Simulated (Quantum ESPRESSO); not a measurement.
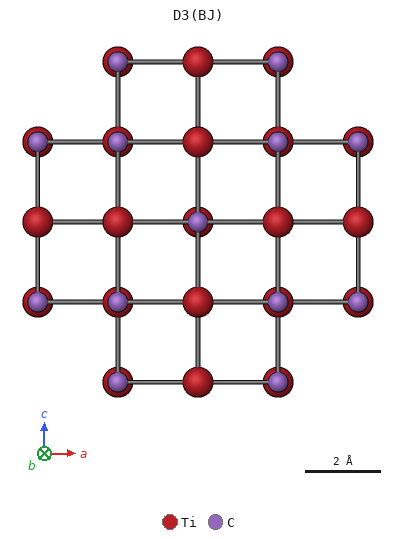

Crystalline TiC (set up in Fm-3m), relaxed (cell and atoms) with several dispersion corrections. The picture shows the result with D3(BJ). Style: ball-and-stick. Shown: the conventional cell (4 times the calculation's cell), along the b axis. Lengths and directions refer to the drawn axes.

Computed with Quantum ESPRESSO 7.5: PBE, PseudoDojo 0.4.1 SR PBE standard. Set-up: plane-wave cutoff 1143 eV; k-point mesh 11 × 11 × 11; occupations fermi-dirac; smearing width 0.05 eV; no spin polarisation.

| dispersion correction | volume (Å³/atom) | a (Å) |
| --- | --- | --- |
| D3(BJ) | 9.935 | 4.299 |
| D2 | 10.108 | 4.324 |
| D3M(BJ) | 9.417 | 4.223 |
| D3 | 10.015 | 4.311 |
| none | ? | ? |

### Estimate the missing row from the others, and compare with the calculation.

With none the volume is the largest of the series, above D2 (10.108). The calculation gives 10.171 Å³/atom (a = 4.333 Å). In order of volume: D3M(BJ) < D3(BJ) < D3 < D2 < none; the spread is 8.0 %.

Each member starts from this one structure; whether another phase lies lower wasn't checked.
